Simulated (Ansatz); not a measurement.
# Run report: Rh, single-point calculation

System: Rh (slab, 4 atoms in the cell).
Method: DFT, PBEsol, plane waves, PAW, no spin polarisation (Ansatz 0.2.0).

The structure derives from an entry of the Crystallography Open Database. Some settings of this run were made unusual or wrong on purpose.

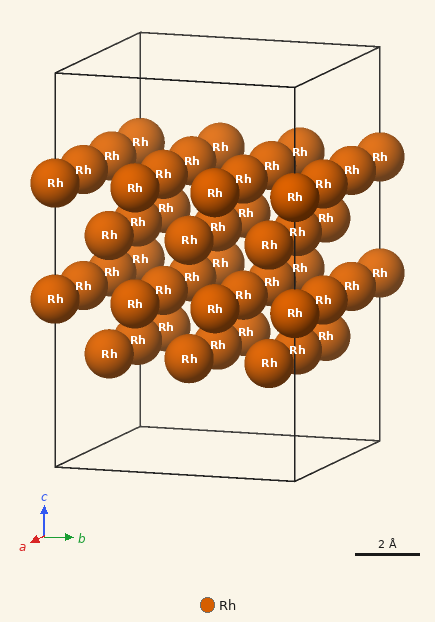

*The structure as given in the input (spheres-only view of the 3 × 3 repeat of the cell, with the vacuum cut short, seen slightly off an axis).*

### Input
```yaml
crystal:
  lattice:
    - [2.6728587956, 0.0, 0.0]
    - [0.0, 2.6728587956, 0.0]
    - [0.0, 0.0, 22.6699897385]
  atoms:
    - { symbol: Rh, position: [0.5, 0.5, 0.3749450308] }
    - { symbol: Rh, position: [0.0, 0.0, 0.4583150103] }
    - { symbol: Rh, position: [0.5, 0.5, 0.5419050345] }
    - { symbol: Rh, position: [0.0, 0.0, 0.6220227123] }
basis:
  ecutwfc: 420
kpoints:
  mp_grid: { grid: [11, 11, 1] }
hamiltonian:
  xc: pbesol
scf:
  occupations: { method: fixed }
  max_iter: 60
output:
  forces: true
  eigenvalues: true
efield:
  axis: 3
  dipole_correction: true
  ramp_width: 0.04
```

Hardware: 2 threads of Intel Xeon @ 2.50GHz (Skylake/Cascade Lake), 192 GiB of memory available, shared host.

Run as:
```bash
ansatz run input.yaml --threads 2 --pin off --max-ram 5120MiB --backend cpu --events-out ev --progress --plain --runs-dir out
```

### The program's output
```
Engine: ansatz 0.2.0, x86_64-unknown-linux-gnu
Pseudopotentials: kind: paw
Pseudopotential: Rh, paw, valence charge 17, recommended cutoff 420 eV (normal), Rh.paw.azcp
Functional definition: PBEsol
  exchange = pbesol_x
  correlation = pbesol_c
Crystal: 4 atoms, lattice volume = 161.958 Å³
Basis set: ecut = 420 eV, 3143 PW (Γ), exchange–correlation on 36×36×320 points (8 copies of the dense FFT grid, shifted against one another)
Bands: 41, of which v1, the nominal top of the filled ones, is band 34 counted from 1 (33 counted from 0)
Symmetry: 8 space group operations
Space group: P4mm (ITA 99), of the structure as read, at distance tolerance 5.5e-5 Å
k-points: 21 of 121
Non-local potential: Rh, projectors of the file, l = 0: 3, l = 1: 2, l = 2: 2, l = 3: 1
PAW form: soft (Blöchl's): semilocal exchange-correlation on the pseudo side does not see the compensation charge
PAW frozen core: Rh, regenerated for the run's functional, and the local potential with it (the file was generated under x = pbe(κ = 0.804, μ = 0.2195149727645171), c = pbe(β = 0.06672455060314922))
PAW one-centre angular grid: Rh, 590 points (default); XC on 64 Gauss nodes
Initial density: superposition of atomic densities (neutral atoms: chi_scale 0, normalization atom), corrected by the library's trained network
Initial wavefunctions: pseudopotential atomic-orbital guess
Functional: x = pbesol(κ = 0.804, μ = 0.12345679012345678), c = pbesol(β = 0.046)
SCF iter   1: F=—  HF=-25351.750794 eV  |F-HF|=—  |Δ(HF+E_count)|=         —  Δρ=2.03e-2  dr2=7.13e-1  ethr=1.77e-3  p=0.003 e·Å  D=2.90e-3 V/Å  ΔV_dip=-0.07 eV  dr2_dipole=2.79e-2  V_vac-E_F(+/−)=3.82/3.89 eV  ⟨swp⟩=5.3  Hψ=3352  notcnv=0  defer=92
efield: sawtooth ramp at fractional position 0.9785 (placed from the atoms, in the widest stretch of the axis that holds none; the zero of the levels goes with the place), width 0.0400; the density the first Hamiltonian is built on has a dipole p = 0.003 e·Å; the dipole correction subtracts the counter field D = 2.90e-3 V/Å, which shifts the + side's vacuum level by -0.07 eV against the − side's; the planar-averaged density in the ramp window peaks in size at 1.1e-5 e/Å³
preconditioner: auto → Resta (q_TF=auto, 2.361 Å⁻¹)  ε∞=7.9  [insulator: Δε(μ)=0.013 eV  Ē_g=6.652 eV  n_scr=20 (ndim 8)  ℏωp=17.5 eV  f_vac=0.600  ε∞_Penn≈7.9  vacuum switching on, ρ_ref=3.2e-3 e/Å³]
SCF iter   2: F=—  HF=-25352.053813 eV  |F-HF|=—  |Δ(HF+E_count)|=   3.03e-1  Δρ=4.49e-2  dr2=1.75e1  ethr=1.05e-3  p=-0.012 e·Å  D=-1.31e-2 V/Å  ΔV_dip=0.30 eV  dr2_dipole=2.86e0  V_vac-E_F(+/−)=3.91/3.61 eV  ⟨swp⟩=2.0  Hψ=1323  notcnv=0  defer=97  κ⁻¹=1.0e0(r=1)
density mixer auto → broyden: gapped, with many states about μ (density of states about μ 1.56 of a free-electron gas's, 20 screened modes)
SCF iter   3: F=—  HF=-25351.757229 eV  |F-HF|=—  |Δ(HF+E_count)|=   2.97e-1  Δρ=2.16e-2  dr2=5.36e0  ethr=1.05e-3  p=0.008 e·Å  D=9.29e-3 V/Å  ΔV_dip=-0.21 eV  dr2_dipole=1.39e0  V_vac-E_F(+/−)=3.81/4.02 eV  ⟨swp⟩=2.0  Hψ=899  notcnv=0  defer=103  κ⁻¹=5.8e-2(r=2)
SCF iter   4: F=—  HF=-25351.695368 eV  |F-HF|=—  |Δ(HF+E_count)|=   6.19e-2  Δρ=5.38e-3  dr2=9.54e-2  ethr=1.05e-3  p=-0.000 e·Å  D=-1.02e-4 V/Å  ΔV_dip=0.00 eV  dr2_dipole=2.81e-2  V_vac-E_F(+/−)=4.00/4.00 eV  ⟨swp⟩=1.0  Hψ=1020  notcnv=0  defer=76  κ⁻¹=6.9e-4(r=3)
SCF iter   5: F=—  HF=-25351.693820 eV  |F-HF|=—  |Δ(HF+E_count)|=   1.55e-3  Δρ=3.88e-3  dr2=5.96e-2  ethr=1.40e-4  p=0.001 e·Å  D=8.25e-4 V/Å  ΔV_dip=-0.02 eV  dr2_dipole=1.04e-2  V_vac-E_F(+/−)=4.00/4.02 eV  ⟨swp⟩=2.0  Hψ=1012  notcnv=0  defer=99  κ⁻¹=3.7e-4(r=4)
SCF iter   6: F=—  HF=-25351.693389 eV  |F-HF|=—  |Δ(HF+E_count)|=   4.31e-4  Δρ=2.85e-3  dr2=2.75e-2  ethr=8.77e-5  p=0.001 e·Å  D=9.60e-4 V/Å  ΔV_dip=-0.02 eV  dr2_dipole=3.99e-3  V_vac-E_F(+/−)=4.00/4.02 eV  ⟨swp⟩=1.7  Hψ=958  notcnv=0  defer=91  κ⁻¹=2.9e-5(r=5)
SCF iter   7: F=—  HF=-25351.692716 eV  |F-HF|=—  |Δ(HF+E_count)|=   6.73e-4  Δρ=1.16e-3  dr2=9.77e-3  ethr=4.04e-5  p=0.000 e·Å  D=5.49e-4 V/Å  ΔV_dip=-0.01 eV  dr2_dipole=2.51e-3  V_vac-E_F(+/−)=3.99/4.01 eV  ⟨swp⟩=1.7  Hψ=967  notcnv=0  defer=87  κ⁻¹=4.9e-6(r=6)
SCF iter   8: F=—  HF=-25351.692634 eV  |F-HF|=—  |Δ(HF+E_count)|=   8.22e-5  Δρ=7.50e-4  dr2=3.25e-3  ethr=1.44e-5  p=0.001 e·Å  D=6.12e-4 V/Å  ΔV_dip=-0.01 eV  dr2_dipole=7.80e-4  V_vac-E_F(+/−)=3.99/4.01 eV  ⟨swp⟩=1.4  Hψ=893  notcnv=0  defer=95  κ⁻¹=9.9e-7(r=7)
SCF iter   9: F=—  HF=-25351.692630 eV  |F-HF|=—  |Δ(HF+E_count)|=   3.86e-6  Δρ=5.30e-4  dr2=1.75e-3  ethr=4.78e-6  p=0.000 e·Å  D=5.24e-4 V/Å  ΔV_dip=-0.01 eV  dr2_dipole=4.24e-4  V_vac-E_F(+/−)=3.99/4.00 eV  ⟨swp⟩=1.1  Hψ=829  notcnv=0  defer=84  κ⁻¹=1.1e-7(r=8)
SCF iter  10: F=—  HF=-25351.692623 eV  |F-HF|=—  |Δ(HF+E_count)|=   6.51e-6  Δρ=3.62e-4  dr2=8.08e-4  ethr=2.57e-6  p=0.000 e·Å  D=4.15e-4 V/Å  ΔV_dip=-0.01 eV  dr2_dipole=2.17e-4  V_vac-E_F(+/−)=3.99/4.00 eV  ⟨swp⟩=1.0  Hψ=825  notcnv=0  defer=76  κ⁻¹=5.6e-8(r=8)
SCF iter  11: F=—  HF=-25351.692625 eV  |F-HF|=—  |Δ(HF+E_count)|=   1.79e-6  Δρ=2.06e-4  dr2=2.75e-4  ethr=1.19e-6  p=0.000 e·Å  D=3.47e-4 V/Å  ΔV_dip=-0.01 eV  dr2_dipole=6.45e-5  V_vac-E_F(+/−)=3.99/4.00 eV  ⟨swp⟩=1.2  Hψ=828  notcnv=0  defer=72  κ⁻¹=4.0e-8(r=8)
SCF iter  12: F=—  HF=-25351.692632 eV  |F-HF|=—  |Δ(HF+E_count)|=   7.22e-6  Δρ=6.68e-4  dr2=3.09e-3  ethr=4.04e-7  p=0.000 e·Å  D=3.22e-4 V/Å  ΔV_dip=-0.01 eV  dr2_dipole=7.92e-4  V_vac-E_F(+/−)=3.99/4.00 eV  ⟨swp⟩=1.4  Hψ=876  notcnv=0  defer=69  κ⁻¹=1.1e-6(r=8)
SCF iter  13: F=—  HF=-25351.692631 eV  |F-HF|=—  |Δ(HF+E_count)|=   1.13e-6  Δρ=3.81e-4  dr2=9.33e-4  ethr=4.04e-7  p=0.000 e·Å  D=3.14e-4 V/Å  ΔV_dip=-0.01 eV  dr2_dipole=2.30e-4  V_vac-E_F(+/−)=3.99/4.00 eV  ⟨swp⟩=1.2  Hψ=852  notcnv=0  defer=68  κ⁻¹=2.1e-7(r=8)
SCF iter  14: F=—  HF=-25351.692632 eV  |F-HF|=—  |Δ(HF+E_count)|=   9.39e-7  Δρ=7.05e-5  dr2=9.48e-6  ethr=4.04e-7  p=0.000 e·Å  D=2.68e-4 V/Å  ΔV_dip=-0.01 eV  dr2_dipole=8.99e-7  V_vac-E_F(+/−)=3.99/4.00 eV  ⟨swp⟩=1.3  Hψ=846  notcnv=0  defer=65  κ⁻¹=3.8e-7(r=8)
SCF iter  15: F=—  HF=-25351.692625 eV  |F-HF|=—  |Δ(HF+E_count)|=   6.74e-6  Δρ=1.34e-4  dr2=1.41e-4  ethr=1.39e-8  p=0.000 e·Å  D=2.62e-4 V/Å  ΔV_dip=-0.01 eV  dr2_dipole=3.64e-5  V_vac-E_F(+/−)=3.99/4.00 eV  ⟨swp⟩=1.5  Hψ=974  notcnv=0  defer=65  κ⁻¹=9.0e-8(r=8)
SCF iter  16: F=—  HF=-25351.692625 eV  |F-HF|=—  |Δ(HF+E_count)|=   2.18e-7  Δρ=2.45e-4  dr2=3.83e-4  ethr=1.39e-8  p=0.000 e·Å  D=2.50e-4 V/Å  ΔV_dip=-0.01 eV  dr2_dipole=9.48e-5  V_vac-E_F(+/−)=3.99/4.00 eV  ⟨swp⟩=1.1  Hψ=838  notcnv=0  defer=65  κ⁻¹=1.7e-7(r=8)
SCF iter  17: F=—  HF=-25351.692625 eV  |F-HF|=—  |Δ(HF+E_count)|=   5.80e-7  Δρ=3.57e-5  dr2=3.41e-6  ethr=1.39e-8  p=0.000 e·Å  D=2.37e-4 V/Å  ΔV_dip=-0.01 eV  dr2_dipole=4.88e-7  V_vac-E_F(+/−)=3.99/4.00 eV  ⟨swp⟩=1.1  Hψ=826  notcnv=0  defer=65  κ⁻¹=1.1e-7(r=8)
SCF iter  18: F=—  HF=-25351.692625 eV  |F-HF|=—  |Δ(HF+E_count)|=   2.71e-8  Δρ=3.54e-5  dr2=9.63e-6  ethr=5.02e-9  p=0.000 e·Å  D=2.36e-4 V/Å  ΔV_dip=-0.01 eV  dr2_dipole=2.52e-6  V_vac-E_F(+/−)=3.99/3.99 eV  ⟨swp⟩=1.2  Hψ=838  notcnv=0  defer=65  κ⁻¹=5.9e-8(r=8)
SCF iter  19: F=-25351.692625 eV  HF=-25351.692625 eV  |F-HF|=1.22e-9  |Δ(HF+E_count)|=   2.55e-8  Δρ=1.67e-6  dr2=3.24e-9  ethr=1.47e-10  p=0.000 e·Å  D=2.32e-4 V/Å  ΔV_dip=-0.01 eV  dr2_dipole=2.75e-11  V_vac-E_F(+/−)=3.99/3.99 eV  ⟨swp⟩=14.8  Hψ=4643  notcnv=0
WARN: a fill by count may have filled part of one level: at k-index 0 the highest filled band, 4.054873 eV, and the lowest empty band, 4.054873 eV, stand 2.665e-15 eV apart, within the solve's uncertainty, 3.162e-4 eV. If they are one level, whatever splits it, however little, can move the result. A smearing (`scf.occupations.method` with a `width`) well over the split that the run's distortions make, where the deck can take one, can fill the level evenly. On an open shell (a free atom, a radical) an even fill, a smearing's or one that the run's symmetry operations hold, can lie tenths of an eV above a state that splits the level, and an energy difference taken against it is then off by as much. To look for that state on an open shell, re-run with `crystal.symmetry.detect: false`, without `crystal.symmetry.time_reversal: true` (on a non-collinear deck from a starting moment too), where the deck allows it, and compare the energies; that run can end on one of several states, or fail to converge. If the gap is true, a tighter SCF threshold (`scf.convergence.dr2_threshold`, or `saddle.dr2_threshold`, `phonons.dr2_threshold` by `fd` or `hamiltonian.hubbard.lr.dr2_threshold` where that key governs the SCF) lowers that uncertainty; where it stays it is the eigensolver's: a larger `scf.n_extra_bands` or, on support functions, `scf.eigensolver.kind: davidson` lowers it. See `scf.occupations.method`, Limitations, in the input reference
SCF 1 converged in 19 iterations: F = -25351.692625 eV  dr2 = 3.24e-9
  greatest PAW one-centre occupation: 1.000 electrons in one spin orbital (limit 2), on the Rh atom at site 2 (counted from 0), in its partial waves of l = 0
```

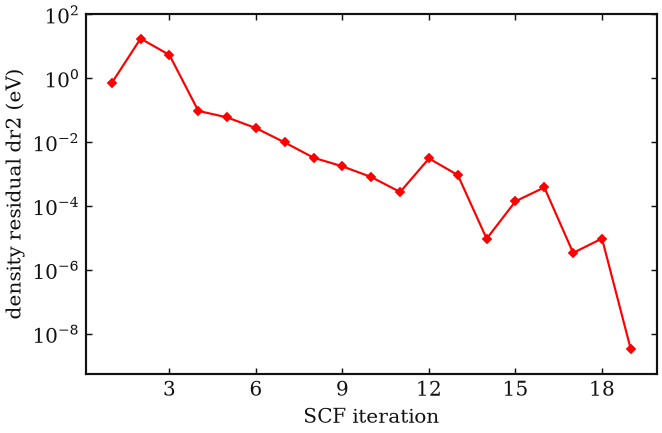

*Convergence of the self-consistent field: density residual dr2 against the SCF iteration.*

The residual falls unevenly and jumps up by a factor of two or more 5 times on the way down.

```
SCF converged after 19 iterations
Stability not checked: this state was not tested for a lower state beside it, because the mixer in use, unlike msr1, does not test its closes by its own steps (another_mixer; see scf.mixing.algorithm and scf.lower_state_search)
Free energy (F): -25351.692625 eV
Harris-Foulkes:  -25351.692625 eV  (|F-HF|=1.22e-9)
Internal energy: -25351.692625 eV  (E = F + TS)
E sigma→0 (E₀):  -25351.692625 eV
Fermi energy:    5.272294 eV
Dipole field:    D = 0.000240 V/Å  (p = 0.000215 e·Å, saw-weighted, corrected)
Work function:   Φ+ = 3.9895 eV   Φ− = 3.9949 eV
Levels:          The Fermi level and band energies are counted from a zero that moves with the ramp; work functions are not
--- Per-component energies (eV) ---
  E_band       = -1553.042168
  E_kinetic    = 2291.286776
  E_local      = -107387.188521  (includes V_loc(G=0)·N_el)
  E_nonlocal   = 1430.834866
  E_hartree    = 52154.254403
  E_xc         = -878.728967
  E_vxc        = -1106.841093  (∫ρ·V_xc dr)
  E_paw        = -14097.351671  (= ΣΔE_a)
  E_vpaw       = -1089.651872  (= ΣTr[D̂ρ^β])
  E_aug_tail   = 0.003243  (compensation charges beyond the density's cutoff)
  E_efield     = 0.000000  (sawtooth field / dipole correction)
  E_vefield    = -0.000301  (∫n·V_field dr)
  E_ewald      = 41134.092447
  E_core_change = 1.104799  (= ΣΔE_core)
  E_smearing   = -0.000000  (= −TS)
  E_closure    = -0.000000  (closes the sum)
  Σ components = -25351.692625   (vs F -25351.692625, Δ=0.00e0)
--- Forces (eV/Å), atoms counted from 1 ---
  atom   1  Rh     0.00000000     0.00000000     0.67104369
  atom   2  Rh     0.00000000     0.00000000    -0.91925544
  atom   3  Rh     0.00000000     0.00000000     0.42449893
  atom   4  Rh    -0.00000000     0.00000000    -0.17629697
  max |Σ_I F_I| component: 9.79e-6 eV/Å
--- Band table (eV; the first three rows and the last of 21) ---
  k-point 0: bands = ["-74.5306", "-74.4045", "-74.0241", "-73.9757", "-42.6788", "-42.3249", "-42.2313", "-42.2313", "-42.0624", "-42.0624", "-41.7777", "-41.7777", "-41.7484", "-41.7345", "-41.7345", "-41.6859", "-3.2058", "-1.9275", "-1.5228", "-1.4522", "-0.9452", "-0.6875", "0.3740", "1.0455", "1.4867", "1.4867", "2.5814", "2.6022", "2.6022", "3.0098", "3.1457", "3.4755", "4.0145", "4.0549", "4.0549", "4.6373", "4.9167", "5.0676", "5.0676", "5.1344", "6.7727"]
  k-point 1: bands = ["-74.5259", "-74.4020", "-74.0213", "-73.9728", "-42.6710", "-42.3551", "-42.2387", "-42.2249", "-42.1015", "-42.0602", "-41.8089", "-41.7765", "-41.7681", "-41.7393", "-41.7329", "-41.6832", "-2.9965", "-1.7711", "-1.3728", "-1.2896", "-0.8150", "-0.5272", "0.4485", "1.1472", "1.4069", "1.5270", "2.0920", "2.4966", "2.6323", "3.1627", "3.4228", "3.4972", "3.5388", "3.6001", "4.3158", "4.4075", "4.4554", "4.8213", "5.1287", "5.8066", "7.6035"]
  k-point 2: bands = ["-74.5132", "-74.3951", "-74.0137", "-73.9648", "-42.6529", "-42.4383", "-42.2618", "-42.2073", "-42.1941", "-42.0547", "-41.8890", "-41.8470", "-41.7735", "-41.7296", "-41.7288", "-41.6774", "-2.4449", "-1.4747", "-1.0207", "-0.8413", "-0.6951", "0.1338", "0.8030", "1.3106", "1.4031", "1.6069", "1.6181", "2.2173", "2.4072", "3.0185", "3.0580", "3.3049", "3.3087", "3.3321", "4.1486", "4.2401", "4.5566", "4.8256", "5.1154", "6.8455", "8.8524"]
  k-point 20: bands = ["-74.4305", "-74.3350", "-73.9494", "-73.8994", "-42.6488", "-42.6484", "-42.4568", "-42.4220", "-42.3900", "-42.3046", "-42.1143", "-42.1116", "-42.0718", "-42.0715", "-41.7266", "-41.6595", "-1.7309", "-1.6479", "-1.3280", "-1.3238", "-0.6039", "-0.5279", "0.0595", "0.0731", "2.0530", "2.1038", "3.6338", "3.6667", "4.2528", "4.2676", "4.5266", "4.5853", "5.0920", "5.2723", "5.4949", "5.5831", "8.3181", "9.2814", "10.9294", "11.8860", "13.3588"]
```

### What the run reported

- outcome: converged
- electrons treated: 68
- free energy: −25351.6926 eV
- Fermi energy: 5.272 eV
- gap on the k-point mesh: none (metallic)
- largest force (length of the vector): 0.919 eV/Å
- wall time: 16 s (CPU time 31 s)
- peak memory: 0.47 GiB

A setting was made wrong on purpose: fixed occupations whatever the gap (`scf.occupations`). The run converged; whether the setting changed the result can't be told without a sound run beside it. Notes on the run: filled and empty bands overlap.
